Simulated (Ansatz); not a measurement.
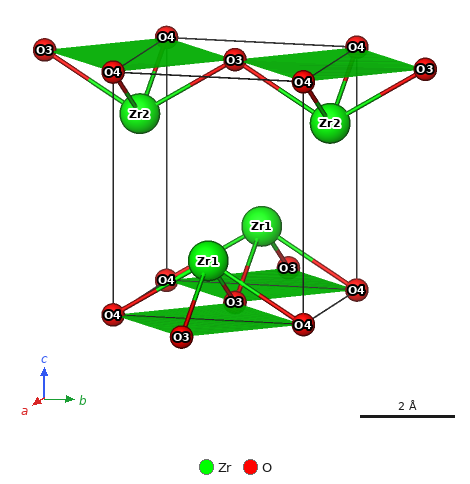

**Figure 1.** The structure as given in the input (polyhedral view of the cell of the calculation, seen slightly off an axis; polyhedra are completed across the faces of the cell; atoms are numbered from 1 in the order of the input).

## From ZrO to CO

System: ZrO (P4/nmm, 4 atoms in the cell).
Method of the first run: DFT PBEsol, scalar-relativistic, plane waves, PAW, no spin polarisation (Ansatz 0.2.0).
System of the second run: CO (P4/nmm, 4 atoms in the cell).

On the first run: The structure was made by swapping elements on the sites of another compound; it need not be a known phase. On the second run: The structure was made by swapping elements on the sites of another compound; it need not be a known phase. It belongs to a series of runs on one base structure; here: Sn -> C on all its sites, cell and atoms relaxed. Text and figures count atoms from 1; the logs count them from 0 in places.

## Input, the first run
```yaml
crystal:
  lattice:
    - [4.229319173, 0.0, 0.0]
    - [0.0, 4.229319173, 0.0]
    - [0.0, 0.0, 5.283108072]
  atoms:
    - { symbol: Zr, position: [0.0, 0.5, 0.2423994222] }
    - { symbol: Zr, position: [0.5, 0.0, 0.7576005778] }
    - { symbol: O, position: [0.5, 0.5, 0.0] }
    - { symbol: O, position: [0.0, 0.0, 0.0] }
basis:
  ecutwfc: 420
kpoints:
  mp_grid: { grid: [6, 6, 4] }
hamiltonian:
  xc: pbesol
scf:
  occupations: { method: gaussian, width: 0.1 }
output:
  forces: true
  stress: true
  eigenvalues: true
relax:
  adjacent_minimum: "off"
  f_tol: 0.05
  max_steps: 60
  cell: { stress_tol: 0.5 }
```

Command:
```bash
ansatz run input.yaml --threads 1 --pin off --max-ram 2560MiB --backend cpu --events-out ev --progress --plain --runs-dir out
```

Hardware: 1 thread of Intel Xeon @ 2.50GHz (Skylake/Cascade Lake), 192 GiB of memory available, shared host.

## Output, shortened to warnings, some set-up lines, iterations and results (the first run)
```
Basis set: ecut = 420 eV, 1805 PW (Γ), exchange–correlation on 60×60×72 points (8 copies of the dense FFT grid, shifted against one another)
Symmetry: 16 space group operations
k-points: 30 of 144
Initial density: superposition of atomic densities (neutral atoms: chi_scale 0, normalization atom), corrected by the library's trained network
[...]
SCF iter   1: F=—  HF=-9378.957820 eV  |F-HF|=—  |Δ(HF+E_count)|=         —  Δρ=1.22e-2  dr2=1.52e-1  ethr=1.77e-3  ⟨swp⟩=4.1  Hψ=2533  notcnv=0
SCF iter   2: F=—  HF=-9378.928161 eV  |F-HF|=—  |Δ(HF+E_count)|=   2.97e-2  Δρ=5.08e-3  dr2=3.57e-2  ethr=4.23e-4  ⟨swp⟩=2.0  Hψ=1170  notcnv=0  defer=1
SCF iter   3: F=—  HF=-9378.921762 eV  |F-HF|=—  |Δ(HF+E_count)|=   6.40e-3  Δρ=2.83e-3  dr2=1.26e-2  ethr=9.92e-5  ⟨swp⟩=2.0  Hψ=885  notcnv=0  defer=1
SCF iter   4: F=—  HF=-9378.918915 eV  |F-HF|=—  |Δ(HF+E_count)|=   2.85e-3  Δρ=7.14e-4  dr2=6.89e-4  ethr=3.49e-5  ⟨swp⟩=2.6  Hψ=1097  notcnv=0  defer=1
SCF iter   5: F=—  HF=-9378.918915 eV  |F-HF|=—  |Δ(HF+E_count)|=   2.10e-7  Δρ=1.74e-4  dr2=3.98e-5  ethr=1.91e-6  ⟨swp⟩=2.8  Hψ=1134  notcnv=0  defer=1
[... 69 lines ...]
SCF iter   1: F=—  HF=-9383.724224 eV  |F-HF|=—  |Δ(HF+E_count)|=         —  Δρ=3.53e-5  dr2=1.19e-7  ethr=1.68e-8  ⟨swp⟩=3.7  Hψ=4859  notcnv=0
SCF iter   2: F=—  HF=-9383.724226 eV  |F-HF|=—  |Δ(HF+E_count)|=   1.72e-6  Δρ=1.72e-5  dr2=3.38e-8  ethr=3.31e-10  ⟨swp⟩=2.0  Hψ=932  notcnv=0
SCF iter   3: F=-9383.724226 eV  HF=-9383.724226 eV  |F-HF|=2.36e-11  |Δ(HF+E_count)|=   2.47e-8  Δρ=4.81e-6  dr2=3.78e-9  ethr=1.11e-11  ⟨swp⟩=3.1  Hψ=2713  notcnv=0
SCF 10 converged in 3 iterations: F = -9383.724226 eV  dr2 = 3.78e-9
relax step  10: F+E_penalty+E_count = -9383.72422570 eV  Δ(F+E_penalty+E_count) = +8.029e-4 eV  max|allowed force component| = 2.867e-4 eV/Å  Δτ_max = 0.0000 Å  P = -0.017 …
basis re-selected at this cell: Δ(F+E_penalty+E_count) = +8.029e-4 eV, ΔP = -0.016 GPa vs the last step (what re-selecting the basis moved, of the pressure what is left beyond the Pulay correction that the steps carried, after the strain that the cell walked since its last selection, with what the …
SCF converged after 3 iterations
Free energy (F): -9383.724226 eV
Harris-Foulkes:  -9383.724226 eV  (|F-HF|=2.36e-11)
Internal energy: -9383.711862 eV  (E = F + TS)
E sigma→0 (E₀):  -9383.718044 eV
Entropy (-TS):   -0.012364 eV (-3.091 meV/atom)
Fermi energy:    12.871946 eV
--- Per-component energies (eV) ---
  E_band       = -234.850293
  E_kinetic    = 1018.281386
  E_local      = -2322.965290  (includes V_loc(G=0)·N_el)
  E_nonlocal   = 255.162275
  E_hartree    = 808.272772
  E_xc         = -467.554689
  E_vxc        = -568.895131  (∫ρ·V_xc dr)
  E_paw        = -6103.807886  (= ΣΔE_a)
  E_vpaw       = -232.985396  (= ΣTr[D̂ρ^β])
  E_aug_tail   = 0.005029  (compensation charges beyond the density's cutoff)
  E_ewald      = -2571.507476
  E_core_change = 0.402017  (= ΣΔE_core)
  E_smearing   = -0.012364  (= −TS)
  E_closure    = 0.000000  (closes the sum)
  Σ components = -9383.724226   (vs F -9383.724226, Δ=0.00e0)
--- Forces (eV/Å), atoms counted from 1 ---
  atom   1  Zr     0.00000000     0.00000000    -0.00028674
  atom   2  Zr     0.00000000     0.00000000     0.00028674
  atom   3  O      0.00000000     0.00000000    -0.00000000
  atom   4  O      0.00000000     0.00000000     0.00000000
  max |Σ_I F_I| component: 1.67e-16 eV/Å
--- Stress (GPa, compression-positive) ---
       -0.028483       0.000000       0.000000
        0.000000      -0.028483       0.000000
        0.000000       0.000000       0.006889
  P = ⅓ Tr σ = -0.0167 GPa (-0.167 kbar)
--- Relaxed structure (8 steps of the walk, 8 accepted, 2 SCFs on fresh bases) ---
  F+E_penalty+E_count = -9383.72422570 eV   max|allowed force component| = 2.867e-4 eV/Å   (the final SCF, on the basis selected at the relaxed cell)
  cell:  # Å, volume = 62.2087 Å³
    - [3.586808934752239, 4.2695049495425036e-33, 0.0]
[...]
```

The input of the second run differs as follows (lines with − go, lines with + come):
```diff
-    - [4.229319173, 0.0, 0.0]
-    - [0.0, 4.229319173, 0.0]
-    - [0.0, 0.0, 5.283108072]
+    - [3.0324737694, 0.0, 0.0]
+    - [0.0, 3.0324737694, 0.0]
+    - [0.0, 0.0, 3.7880533471]
-    - { symbol: Zr, position: [0.0, 0.5, 0.2423994222] }
-    - { symbol: Zr, position: [0.5, 0.0, 0.7576005778] }
+    - { symbol: C, position: [0.0, 0.5, 0.2423994222] }
+    - { symbol: C, position: [0.5, 0.0, 0.7576005778] }
-  mp_grid: { grid: [6, 6, 4] }
+  mp_grid: { grid: [6, 6, 6] }
```

Predict how the results change.

The total energies belong to different systems, so their difference says nothing on which is more stable or more accurate. A gap of 0.19 eV opens on the mesh, where the first run has none. The largest force goes from 0.000 to 0.024 eV/Å. The volume per atom goes from 15.55 to 8.09 Å³. The SCF takes 48 iterations over all geometry steps against 59. The irreducible k-points go from 30 to 40. On the same kind of shared host the second run took about 0.43 times as long.

## Output, shortened to warnings, some set-up lines, iterations and results (the second run)
```
Basis set: ecut = 420 eV, 669 PW (Γ), exchange–correlation on 48×48×54 points (8 copies of the dense FFT grid, shifted against one another)
Symmetry: 16 space group operations
k-points: 40 of 216
Initial density: superposition of atomic densities (neutral atoms: chi_scale 0, normalization atom), corrected by the library's trained network
[...]
SCF iter   1: F=—  HF=-1602.180223 eV  |F-HF|=—  |Δ(HF+E_count)|=         —  Δρ=2.38e-2  dr2=1.56e-1  ethr=1.77e-3  ⟨swp⟩=4.5  Hψ=2552  notcnv=0
SCF iter   2: F=—  HF=-1602.145408 eV  |F-HF|=—  |Δ(HF+E_count)|=   3.48e-2  Δρ=6.91e-3  dr2=8.87e-3  ethr=7.80e-4  ⟨swp⟩=2.0  Hψ=1026  notcnv=0
SCF iter   3: F=—  HF=-1602.143860 eV  |F-HF|=—  |Δ(HF+E_count)|=   1.55e-3  Δρ=1.17e-3  dr2=1.37e-4  ethr=4.44e-5  ⟨swp⟩=2.2  Hψ=783  notcnv=0
SCF iter   4: F=—  HF=-1602.143927 eV  |F-HF|=—  |Δ(HF+E_count)|=   6.64e-5  Δρ=1.71e-4  dr2=3.49e-6  ethr=6.86e-7  ⟨swp⟩=2.9  Hψ=992  notcnv=0
SCF iter   5: F=—  HF=-1602.143918 eV  |F-HF|=—  |Δ(HF+E_count)|=   8.83e-6  Δρ=3.30e-5  dr2=1.39e-7  ethr=1.74e-8  ⟨swp⟩=2.2  Hψ=826  notcnv=0
[... 54 lines ...]
SCF iter   4: F=-1602.742825 eV  HF=-1602.742825 eV  |F-HF|=6.68e-11  |Δ(HF+E_count)|=   8.15e-9  Δρ=7.38e-7  dr2=5.20e-11  ethr=1.18e-11  ⟨swp⟩=2.0  Hψ=936  notcnv=0
SCF iter   5: F=-1602.742825 eV  HF=-1602.742825 eV  |F-HF|=2.27e-13  |Δ(HF+E_count)|=  8.05e-11  Δρ=7.92e-8  dr2=1.16e-12  ethr=1.00e-12  ⟨swp⟩=1.0  Hψ=560  notcnv=0
SCF iter   6: F=-1602.742825 eV  HF=-1602.742825 eV  |F-HF|=4.55e-13  |Δ(HF+E_count)|=  4.55e-13  Δρ=1.67e-8  dr2=8.16e-14  ethr=1.00e-12  ⟨swp⟩=1.2  Hψ=1291  notcnv=0
SCF 8 converged in 6 iterations: F = -1602.742825 eV  dr2 = 8.16e-14
relax step   8: F+E_penalty+E_count = -1602.74282535 eV  Δ(F+E_penalty+E_count) = +2.991e-3 eV  max|allowed force component| = 2.372e-2 eV/Å  Δτ_max = 0.0000 Å  P = -0.004 …
basis re-selected at this cell: Δ(F+E_penalty+E_count) = +2.991e-3 eV, ΔP = -0.116 GPa vs the last step (what re-selecting the basis moved, of the pressure what is left beyond the Pulay correction that the steps carried, after the strain that the cell walked since its last selection, with what the …
SCF converged after 6 iterations
Free energy (F): -1602.742825 eV
Harris-Foulkes:  -1602.742825 eV  (|F-HF|=4.55e-13)
Internal energy: -1602.740529 eV  (E = F + TS)
E sigma→0 (E₀):  -1602.741677 eV
Entropy (-TS):   -0.002296 eV (-0.574 meV/atom)
Fermi energy:    7.717365 eV
--- Per-component energies (eV) ---
  E_band       = -41.171766
  E_kinetic    = 504.449063
  E_local      = -952.645959  (includes V_loc(G=0)·N_el)
  E_nonlocal   = 152.816638
  E_hartree    = 315.691240
  E_xc         = -235.808272
  E_vxc        = -298.717499  (∫ρ·V_xc dr)
  E_paw        = -490.164626  (= ΣΔE_a)
  E_vpaw       = -78.461174  (= ΣTr[D̂ρ^β])
  E_aug_tail   = 0.004677  (compensation charges beyond the density's cutoff)
  E_ewald      = -897.196067
  E_core_change = 0.112777  (= ΣΔE_core)
  E_smearing   = -0.002296  (= −TS)
  E_closure    = -0.000000  (closes the sum)
  Σ components = -1602.742825   (vs F -1602.742825, Δ=0.00e0)
--- Forces (eV/Å), atoms counted from 1 ---
  atom   1  C     -0.00000000     0.00000000    -0.02371699
  atom   2  C      0.00000000    -0.00000000     0.02371699
  atom   3  O      0.00000000    -0.00000000     0.00000000
  atom   4  O     -0.00000000     0.00000000    -0.00000000
  max |Σ_I F_I| component: 0.00e0 eV/Å
--- Stress (GPa, compression-positive) ---
        0.035098      -0.000000       0.000000
       -0.000000       0.035098      -0.000000
        0.000000      -0.000000      -0.081268
  P = ⅓ Tr σ = -0.0037 GPa (-0.037 kbar)
--- Relaxed structure (6 steps of the walk, 6 accepted, 2 SCFs on fresh bases) ---
  F+E_penalty+E_count = -1602.74282535 eV   max|allowed force component| = 2.372e-2 eV/Å   (the final SCF, on the basis selected at the relaxed cell)
  cell:  # Å, volume = 32.3687 Å³
    - [3.0594883222961324, -4.470685811040066e-35, -5.007168108364873e-33]
    - [1.0282577365392152e-33, 3.0594883222961324, -7.46604530443691e-33]
    - [-7.14830629276235e-33, -9.326305866338378e-33, 3.4580227595655497]
  atoms:
[...]
```

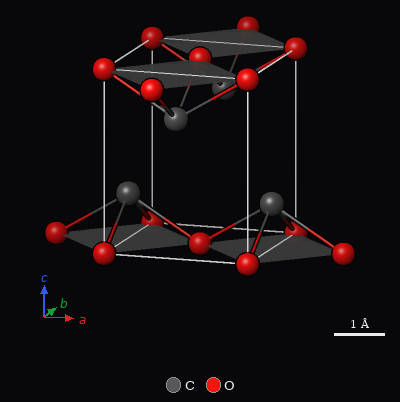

**Figure 2.** The input structure of the second run (polyhedral view of the cell of the calculation, seen slightly off an axis; polyhedra are completed across the faces of the cell).

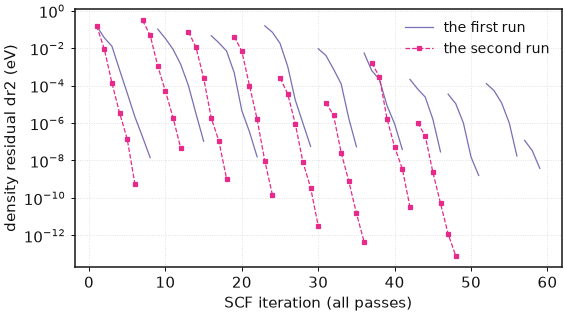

**Figure 3.** Convergence of the two runs: density residual dr2 against the SCF iteration. A break in a curve parts two SCF passes. The first run takes 59 iterations in all, and the second run takes 48.

## The two runs side by side

| quantity | the first run | the second run |
| --- | --- | --- |
| outcome | converged | converged |
| free energy per atom (eV) | −2345.9311 | −400.6857 |
| energy per atom, smearing taken to zero (eV) | −2345.9295 | −400.6854 |
| gap on the mesh (eV) | 0.00 | 0.19 |
| pressure (GPa) | −0.02 | 0.00 |
| volume per atom (Å³) | 15.55 | 8.09 |
| largest force (eV/Å) | 0.000 | 0.024 |
| SCF iterations | 59 | 48 |
| irreducible k-points | 30 | 40 |
| wall time (shared host) | 48 s | 21 s |
